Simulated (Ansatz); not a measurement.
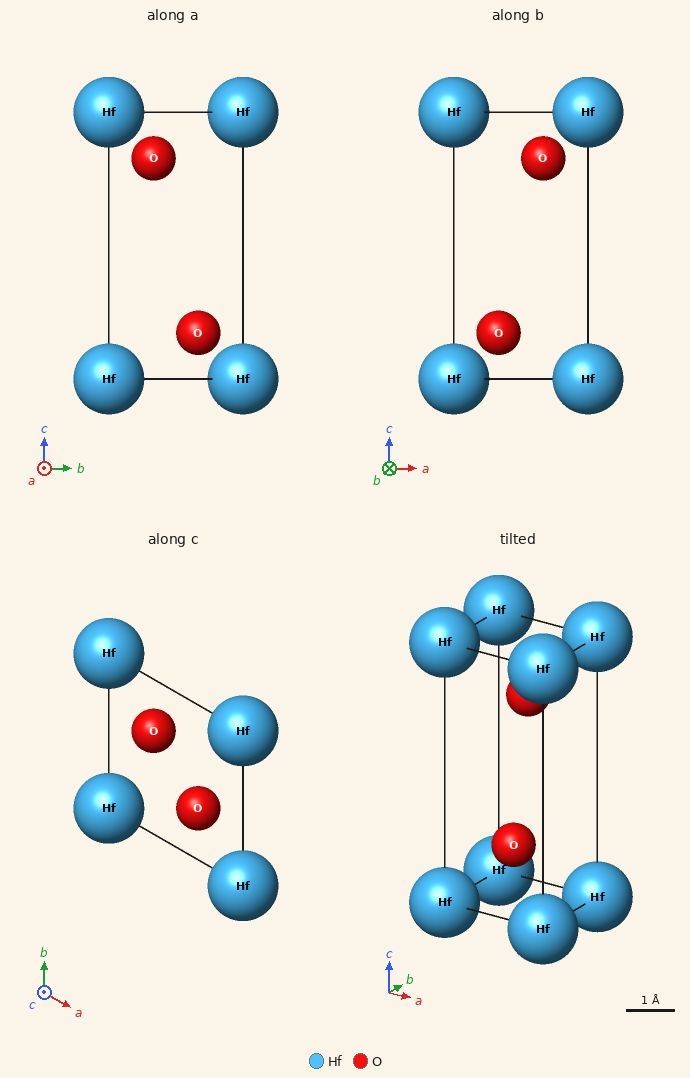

Spheres-only drawing of the structure, looking along the a axis, along the b axis, along the c axis and slightly off an axis. The parallelepiped is the conventional unit cell.

Lattice parameters: a = 3.252 Å, b = 3.252 Å, c = 5.602 Å, α = 90.00°, β = 90.00°, γ = 120.00°. Put a along x and b in the xy plane.

### Give the structure in the form of a POSCAR file, with free fractional coordinates to two decimals.

```
Hf O
1.0
     3.252    0.000    0.000
    -1.626    2.816    0.000
     0.000    0.000    5.602
Hf O
1 2
Direct
  0.00 0.00 0.00
  0.3333 0.6667 0.17
  0.6667 0.3333 0.83
```

The structure comes from a structure type filled with these elements by a generator (whether the compound takes this form wasn't checked). Earlier steps of the study may have refined or changed the cell and positions. It went into a calculation with Ansatz.
